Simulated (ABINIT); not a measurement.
# Run report: V, geometry relaxation (part 3 of 3)

Continued. System: V (1 atom in the cell). Method: Kohn-Sham DFT of a periodic cell, LDA, HGH LDA, spin-polarised (ABINIT 10.8.3); cutoff 1442.2 eV, 9×9×9 k-mesh, fermi-dirac of 0.05 eV, collinear spins. The structure derives from an entry of the Crystallography Open Database.

Geometry of the input (Å; fractional positions):
```
-1.5144  1.5144  1.5144
1.5144  -1.5144  1.5144
1.5144  1.5144  -1.5144
V  0.0000  0.0000  0.0000
```

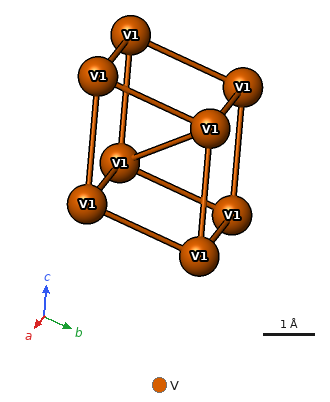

Figure 1. The geometry at step 3 of the log (ball-and-stick view of the cell of the calculation, seen slightly off an axis; atoms are numbered from 1 in the order of the input).

**The program's output, continued**
```
 Cartesian coordinates (xcart) [bohr]
  0.00000000000000E+00  0.00000000000000E+00  0.00000000000000E+00
 Reduced coordinates (xred)
  0.00000000000000E+00  0.00000000000000E+00  0.00000000000000E+00
 Cartesian forces (fcart) [Ha/bohr]; max,rms= 0.00000E+00 0.00000E+00 (free atoms)
 -0.00000000000000E+00 -0.00000000000000E+00 -0.00000000000000E+00
 Gradient of E wrt nuclear positions in reduced coordinates (gred)
  0.00000000000000E+00  0.00000000000000E+00 -0.00000000000000E+00
 Scale of Primitive Cell (acell) [bohr]
  4.82194362925805E+00  4.82194362925805E+00  4.82194362925805E+00
 Real space primitive translations (rprimd) [bohr]
 -2.78395045236934E+00  2.78395045236934E+00  2.78395045236934E+00
  2.78395045236934E+00 -2.78395045236934E+00  2.78395045236934E+00
  2.78395045236934E+00  2.78395045236934E+00 -2.78395045236934E+00
 Unitary Cell Volume (ucvol) [Bohr^3]=  8.63066969783244E+01
 Angles (23,13,12)= [degrees]
  1.09471220634491E+02  1.09471220634491E+02  1.09471220634491E+02
 Lengths [Bohr]
  4.82194362925805E+00  4.82194362925805E+00  4.82194362925805E+00
 Stress tensor in cartesian coordinates (strten) [Ha/bohr^3]
  3.32482350932795E-05  0.00000000000000E+00  0.00000000000000E+00
  0.00000000000000E+00  3.32482350932882E-05  0.00000000000000E+00
  0.00000000000000E+00  0.00000000000000E+00  3.32482350932865E-05
 Total energy (etotal) [Ha]= -6.20179667565642E+00

 Difference of energy with previous step (new-old):
           Absolute (Ha)=-2.68776E-03
           Relative     =-4.33478E-04

--- Iteration: ( 5/50) Internal Cycle: (1/1)
--------------------------------------------------------------------------------

---SELF-CONSISTENT-FIELD CONVERGENCE--------------------------------------------

--- !BeginCycle
iteration_state: {dtset: 1, itime: 5, icycle: 1, }
solver: {iscf: 7, nstep: 80, nline: 4, wfoptalg: 0, }
tolerances: {tolvrs: 1.00E-12, }
...

     iter   Etot(hartree)      deltaE(h)  residm     vres2   difmagsph maxmagsph
 ETOT  1  -6.2018006173515    -6.202E+00 2.272E-06 4.959E-02 6.775E-01 6.775E-01
 ETOT  2  -6.2018031731992    -2.556E-06 1.492E-07 1.327E-02 3.749E-04 6.771E-01
 ETOT  3  -6.2018041363774    -9.632E-07 5.204E-08 1.031E-05 2.533E-05 6.771E-01
 ETOT  4  -6.2018041378274    -1.450E-09 2.875E-08 1.339E-06 6.885E-05 6.771E-01
 ETOT  5  -6.2018041381204    -2.930E-10 2.982E-09 4.724E-08 4.469E-05 6.770E-01
 ETOT  6  -6.2018041381301    -9.694E-12 1.915E-08 3.981E-10 8.943E-06 6.770E-01
 ETOT  7  -6.2018041381300     1.084E-13 1.937E-09 2.566E-12 2.875E-07 6.770E-01
 ETOT  8  -6.2018041381301    -1.128E-13 1.244E-08 2.226E-14 5.897E-10 6.770E-01

 At SCF step    8       vres2   =  2.23E-14 < tolvrs=  1.00E-12 =>converged.

 Cartesian components of stress tensor (hartree/bohr^3)
  sigma(1 1)=  2.86522651E-06  sigma(3 2)=  0.00000000E+00
  sigma(2 2)=  2.86522651E-06  sigma(3 1)=  0.00000000E+00
  sigma(3 3)=  2.86522651E-06  sigma(2 1)=  0.00000000E+00

--- !ResultsGS
iteration_state: {dtset: 1, itime: 5, icycle: 1, }
comment   : Summary of ground state results
lattice_vectors:
- [ -2.7795403,   2.7795403,   2.7795403, ]
- [  2.7795403,  -2.7795403,   2.7795403, ]
- [  2.7795403,   2.7795403,  -2.7795403, ]
lattice_lengths: [   4.81430,    4.81430,    4.81430, ]
lattice_angles: [109.471, 109.471, 109.471, ] # degrees, (23, 13, 12)
lattice_volume:   8.5897180E+01
convergence: {deltae: -1.128E-13, res2:  2.226E-14, residm:  1.244E-08, diffor: null, }
etotal    :  -6.20180414E+00
entropy   :   0.00000000E+00
fermie    :   2.46342070E-01
cartesian_stress_tensor: # hartree/bohr^3
- [  2.86522651E-06,   0.00000000E+00,   0.00000000E+00, ]
- [  0.00000000E+00,   2.86522651E-06,   0.00000000E+00, ]
- [  0.00000000E+00,   0.00000000E+00,   2.86522651E-06, ]
pressure_GPa:  -8.4298E-02
xred      :
- [  0.0000E+00,   0.0000E+00,   0.0000E+00,  V]
cartesian_forces: # hartree/bohr
- [ -0.00000000E+00,  -0.00000000E+00,  -0.00000000E+00, ]
force_length_stats: {min:   0.00000000E+00, max:   0.00000000E+00, mean:   0.00000000E+00, }
...

 Integrated electronic and magnetization densities in atomic spheres:
 ------------------------------------------------------------------------------------------------------------
 Radius=ratsph(iatom), smearing ratsm=  0.0000. Diff(up-dn)=approximate z local magnetic moment.
    Atom    Radius    up_density   dn_density  Total(up+dn)  Diff(up-dn)
    1  V   2.00000     1.810163     1.133148      2.943311     0.677015
 ------------------------------------------------------------------------------------------------------------
  Sum:                 1.810163     1.133148      2.943311     0.677015
 Total magnetization (from the atomic spheres):                0.677015
 Total magnetization (exact up - dn):                          0.849018

---OUTPUT-----------------------------------------------------------------------

 Cartesian coordinates (xcart) [bohr]
  0.00000000000000E+00  0.00000000000000E+00  0.00000000000000E+00
 Reduced coordinates (xred)
  0.00000000000000E+00  0.00000000000000E+00  0.00000000000000E+00
 Cartesian forces (fcart) [Ha/bohr]; max,rms= 0.00000E+00 0.00000E+00 (free atoms)
 -0.00000000000000E+00 -0.00000000000000E+00 -0.00000000000000E+00
 Gradient of E wrt nuclear positions in reduced coordinates (gred)
  0.00000000000000E+00  0.00000000000000E+00 -0.00000000000000E+00
 Scale of Primitive Cell (acell) [bohr]
  4.81430497680009E+00  4.81430497680009E+00  4.81430497680009E+00
 Real space primitive translations (rprimd) [bohr]
 -2.77954027431649E+00  2.77954027431649E+00  2.77954027431649E+00
  2.77954027431649E+00 -2.77954027431649E+00  2.77954027431649E+00
  2.77954027431649E+00  2.77954027431649E+00 -2.77954027431649E+00
 Unitary Cell Volume (ucvol) [Bohr^3]=  8.58971797225014E+01
 Angles (23,13,12)= [degrees]
  1.09471220634491E+02  1.09471220634491E+02  1.09471220634491E+02
 Lengths [Bohr]
  4.81430497680009E+00  4.81430497680009E+00  4.81430497680009E+00
 Stress tensor in cartesian coordinates (strten) [Ha/bohr^3]
  2.86522651496771E-06  0.00000000000000E+00  0.00000000000000E+00
  0.00000000000000E+00  2.86522651496944E-06  0.00000000000000E+00
  0.00000000000000E+00  0.00000000000000E+00  2.86522651496771E-06
 Total energy (etotal) [Ha]= -6.20180413813009E+00

 Difference of energy with previous step (new-old):
           Absolute (Ha)=-7.46247E-06
           Relative     =-1.20328E-06

--- Iteration: ( 6/50) Internal Cycle: (1/1)
--------------------------------------------------------------------------------

---SELF-CONSISTENT-FIELD CONVERGENCE--------------------------------------------

--- !BeginCycle
iteration_state: {dtset: 1, itime: 6, icycle: 1, }
solver: {iscf: 7, nstep: 80, nline: 4, wfoptalg: 0, }
tolerances: {tolvrs: 1.00E-12, }
...

     iter   Etot(hartree)      deltaE(h)  residm     vres2   difmagsph maxmagsph
 ETOT  1  -6.2018041607234    -6.202E+00 1.989E-08 4.384E-04 6.769E-01 6.769E-01
 ETOT  2  -6.2018041833106    -2.259E-08 7.313E-09 1.171E-04 3.551E-05 6.768E-01
 ETOT  3  -6.2018041918105    -8.500E-09 5.840E-10 9.282E-08 2.368E-06 6.768E-01
 ETOT  4  -6.2018041918235    -1.309E-11 2.531E-09 1.206E-08 6.541E-06 6.768E-01
 ETOT  5  -6.2018041918262    -2.651E-12 6.901E-11 4.000E-10 4.273E-06 6.768E-01
 ETOT  6  -6.2018041918261     5.329E-14 6.260E-10 3.310E-12 8.217E-07 6.768E-01
 ETOT  7  -6.2018041918263    -1.297E-13 5.061E-11 2.200E-14 2.527E-08 6.768E-01

 At SCF step    7       vres2   =  2.20E-14 < tolvrs=  1.00E-12 =>converged.

 Cartesian components of stress tensor (hartree/bohr^3)
  sigma(1 1)= -5.96904593E-08  sigma(3 2)=  0.00000000E+00
  sigma(2 2)= -5.96904593E-08  sigma(3 1)=  0.00000000E+00
  sigma(3 3)= -5.96904593E-08  sigma(2 1)=  0.00000000E+00

--- !ResultsGS
iteration_state: {dtset: 1, itime: 6, icycle: 1, }
comment   : Summary of ground state results
lattice_vectors:
- [ -2.7791265,   2.7791265,   2.7791265, ]
- [  2.7791265,  -2.7791265,   2.7791265, ]
- [  2.7791265,   2.7791265,  -2.7791265, ]
lattice_lengths: [   4.81359,    4.81359,    4.81359, ]
lattice_angles: [109.471, 109.471, 109.471, ] # degrees, (23, 13, 12)
lattice_volume:   8.5858828E+01
convergence: {deltae: -1.297E-13, res2:  2.200E-14, residm:  5.061E-11, diffor: null, }
etotal    :  -6.20180419E+00
entropy   :   0.00000000E+00
fermie    :   2.46475784E-01
cartesian_stress_tensor: # hartree/bohr^3
- [ -5.96904593E-08,   0.00000000E+00,   0.00000000E+00, ]
- [  0.00000000E+00,  -5.96904593E-08,   0.00000000E+00, ]
- [  0.00000000E+00,   0.00000000E+00,  -5.96904593E-08, ]
pressure_GPa:   1.7562E-03
xred      :
- [  0.0000E+00,   0.0000E+00,   0.0000E+00,  V]
cartesian_forces: # hartree/bohr
- [ -0.00000000E+00,  -0.00000000E+00,  -0.00000000E+00, ]
force_length_stats: {min:   0.00000000E+00, max:   0.00000000E+00, mean:   0.00000000E+00, }
...

 Integrated electronic and magnetization densities in atomic spheres:
 ------------------------------------------------------------------------------------------------------------
 Radius=ratsph(iatom), smearing ratsm=  0.0000. Diff(up-dn)=approximate z local magnetic moment.
    Atom    Radius    up_density   dn_density  Total(up+dn)  Diff(up-dn)
    1  V   2.00000     1.809980     1.133146      2.943126     0.676834
 ------------------------------------------------------------------------------------------------------------
  Sum:                 1.809980     1.133146      2.943126     0.676834
 Total magnetization (from the atomic spheres):                0.676834
 Total magnetization (exact up - dn):                          0.848995

---OUTPUT-----------------------------------------------------------------------

 Cartesian coordinates (xcart) [bohr]
  0.00000000000000E+00  0.00000000000000E+00  0.00000000000000E+00
 Reduced coordinates (xred)
  0.00000000000000E+00  0.00000000000000E+00  0.00000000000000E+00
 Cartesian forces (fcart) [Ha/bohr]; max,rms= 0.00000E+00 0.00000E+00 (free atoms)
 -0.00000000000000E+00 -0.00000000000000E+00 -0.00000000000000E+00
 Gradient of E wrt nuclear positions in reduced coordinates (gred)
  0.00000000000000E+00  0.00000000000000E+00 -0.00000000000000E+00
 Scale of Primitive Cell (acell) [bohr]
  4.81358836317996E+00  4.81358836317996E+00  4.81358836317996E+00
 Real space primitive translations (rprimd) [bohr]
 -2.77912653725000E+00  2.77912653725000E+00  2.77912653725000E+00
  2.77912653725000E+00 -2.77912653725000E+00  2.77912653725000E+00
  2.77912653725000E+00  2.77912653725000E+00 -2.77912653725000E+00
 Unitary Cell Volume (ucvol) [Bohr^3]=  8.58588278147135E+01
 Angles (23,13,12)= [degrees]
  1.09471220634491E+02  1.09471220634491E+02  1.09471220634491E+02
 Lengths [Bohr]
  4.81358836317996E+00  4.81358836317996E+00  4.81358836317996E+00
 Stress tensor in cartesian coordinates (strten) [Ha/bohr^3]
 -5.96904592888720E-08  0.00000000000000E+00  0.00000000000000E+00
  0.00000000000000E+00 -5.96904592871372E-08  0.00000000000000E+00
  0.00000000000000E+00  0.00000000000000E+00 -5.96904592871372E-08
 Total energy (etotal) [Ha]= -6.20180419182627E+00

 Difference of energy with previous step (new-old):
           Absolute (Ha)=-5.36962E-08
           Relative     =-8.65816E-09

 At Broyd/MD step   6, gradients are converged :
  max grad (force/stress) = 5.9690E-06 < tolmxf= 2.0000E-05 ha/bohr (free atoms)

================================================================================

 ----iterations are completed or convergence reached----

 Mean square residual over all n,k,spin=   15.225E-14; max=  50.614E-12
 reduced coordinates (array xred) for    1 atoms
       0.000000000000      0.000000000000      0.000000000000
 rms dE/dt=  0.0000E+00; max dE/dt=  0.0000E+00; dE/dt below (all hartree)
    1       0.000000000000      0.000000000000      0.000000000000

 cartesian coordinates (angstrom) at end:
    1      0.00000000000000     0.00000000000000     0.00000000000000

 cartesian forces (hartree/bohr) at end:
    1     -0.00000000000000    -0.00000000000000    -0.00000000000000
 frms,max,avg= 0.0000000E+00 0.0000000E+00   0.000E+00  0.000E+00  0.000E+00 h/b

 cartesian forces (eV/Angstrom) at end:
    1     -0.00000000000000    -0.00000000000000    -0.00000000000000
 frms,max,avg= 0.0000000E+00 0.0000000E+00   0.000E+00  0.000E+00  0.000E+00 e/A
 length scales=  4.813588363180  4.813588363180  4.813588363180 bohr
              =  2.547241262735  2.547241262735  2.547241262735 angstroms
 Fermi (or HOMO) energy (hartree) =   0.24648   Average Vxc (hartree)=  -0.42249
 Magnetization (Bohr magneton)=  8.48994519E-01
 Total spin up =  2.92449726E+00   Total spin down =  2.07550274E+00
 Eigenvalues (hartree) for nkpt=  35  k points, SPIN UP:
 kpt#   1, nband=  7, wtk=  0.00137, kpt=  0.0000  0.0000  0.0000 (reduced coord)
  -0.02183    0.22294    0.22294    0.22294    0.31901    0.31901    1.05923
      occupation numbers for kpt#   1
   1.00000    1.00000    1.00000    1.00000    0.00000    0.00000    0.00000
 prteigrs : prtvol=0 or 1, do not print more k-points.

 Eigenvalues (hartree) for nkpt=  35  k points, SPIN DOWN:
 kpt#   1, nband=  7, wtk=  0.00137, kpt=  0.0000  0.0000  0.0000 (reduced coord)
  -0.00393    0.28591    0.28591    0.28591    0.36726    0.36726    1.07468
      occupation numbers for kpt#   1
   1.00000    0.00000    0.00000    0.00000    0.00000    0.00000    0.00000
 prteigrs : prtvol=0 or 1, do not print more k-points.

--- !EnergyTerms
iteration_state     : {dtset: 1, itime: 6, icycle: 1, }
comment             : Components of total free energy in Hartree
kinetic             :  1.06287736553361E+01
hartree             :  3.28070531344692E-01
xc                  : -1.83978441332069E+00
Ewald energy        : -8.18430134596656E+00
psp_core            :  8.71029980517496E-01
local_psp           : -1.91599408165518E+00
non_local_psp       : -6.08922843052425E+00
internal            : -6.20143410426835E+00
'-kT*entropy'       : -3.70087557924400E-04
total_energy        : -6.20180419182627E+00
total_energy_eV     : -1.68759689285729E+02
band_energy         :  8.75000845858878E-01
...

 Cartesian components of stress tensor (hartree/bohr^3)
  sigma(1 1)= -5.96904593E-08  sigma(3 2)=  0.00000000E+00
  sigma(2 2)= -5.96904593E-08  sigma(3 1)=  0.00000000E+00
  sigma(3 3)= -5.96904593E-08  sigma(2 1)=  0.00000000E+00

-Cartesian components of stress tensor (GPa)         [Pressure=  1.7562E-03 GPa]
- sigma(1 1)= -1.75615394E-03  sigma(3 2)=  0.00000000E+00
- sigma(2 2)= -1.75615394E-03  sigma(3 1)=  0.00000000E+00
- sigma(3 3)= -1.75615394E-03  sigma(2 1)=  0.00000000E+00

== END DATASET(S) ==============================================================
================================================================================

 -outvars: echo values of variables after computation  --------
            acell      4.8135883632E+00  4.8135883632E+00  4.8135883632E+00 Bohr
           etotal     -6.2018041918E+00
            fcart     -0.0000000000E+00 -0.0000000000E+00 -0.0000000000E+00
            rprim     -5.7735026919E-01  5.7735026919E-01  5.7735026919E-01
                       5.7735026919E-01 -5.7735026919E-01  5.7735026919E-01
                       5.7735026919E-01  5.7735026919E-01 -5.7735026919E-01
           strten     -5.9690459289E-08 -5.9690459287E-08 -5.9690459287E-08
                       0.0000000000E+00  0.0000000000E+00  0.0000000000E+00
 Calculation completed.
```

**Trajectory as extended XYZ (Å, eV, eV/Å), 6 frames, from step=0 to step=5**
```
1
Lattice="-1.5144 1.5144 1.5144 1.5144 -1.5144 1.5144 1.5144 1.5144 -1.5144" Properties=species:S:1:pos:R:3:forces:R:3 step=0 energy=-168.70369
V     0.0000    0.0000    0.0000    0.0000   0.0000   0.0000
1
Lattice="-1.4974 1.4974 1.4974 1.4974 -1.4974 1.4974 1.4974 1.4974 -1.4974" Properties=species:S:1:pos:R:3:forces:R:3 step=1 energy=-168.73838
V     0.0000    0.0000    0.0000    0.0000   0.0000   0.0000
1
Lattice="-1.4243 1.4243 1.4243 1.4243 -1.4243 1.4243 1.4243 1.4243 -1.4243" Properties=species:S:1:pos:R:3:forces:R:3 step=2 energy=-168.68635
V     0.0000    0.0000    0.0000    0.0000   0.0000   0.0000
1
Lattice="-1.4732 1.4732 1.4732 1.4732 -1.4732 1.4732 1.4732 1.4732 -1.4732" Properties=species:S:1:pos:R:3:forces:R:3 step=3 energy=-168.75949
V     0.0000    0.0000    0.0000    0.0000   0.0000   0.0000
1
Lattice="-1.4709 1.4709 1.4709 1.4709 -1.4709 1.4709 1.4709 1.4709 -1.4709" Properties=species:S:1:pos:R:3:forces:R:3 step=4 energy=-168.75969
V     0.0000    0.0000    0.0000    0.0000   0.0000   0.0000
1
Lattice="-1.4707 1.4707 1.4707 1.4707 -1.4707 1.4707 1.4707 1.4707 -1.4707" Properties=species:S:1:pos:R:3:forces:R:3 step=5 energy=-168.75969
V     0.0000    0.0000    0.0000    0.0000   0.0000   0.0000
```

**Key numbers**

| quantity | value |
| --- | --- |
| outcome | converged |
| space group (tolerance 0.01 Å) | Im-3m (229) |
| electrons treated | 5 |
| free energy | −168.7597 eV |
| Fermi energy | 6.707 eV |
| gap on the k-point mesh | none (metallic) |
| net moment of the cell | 0.85 μB |
| pressure | 0.00 GPa |
| final volume | 12.72 Å³ |
| largest force (length of the vector) at the end | under 0.001 eV/Å |
| final cell | a = 2.547 Å, b = 2.547 Å, c = 2.547 Å, α = 109.47°, β = 109.47°, γ = 109.47° |
| hardware | 4 threads of Intel Xeon (Granite Rapids), 128 GiB of memory available, shared host |
| wall time | 50 s (CPU time 3.3 min) |
| peak memory | 0.32 GiB |
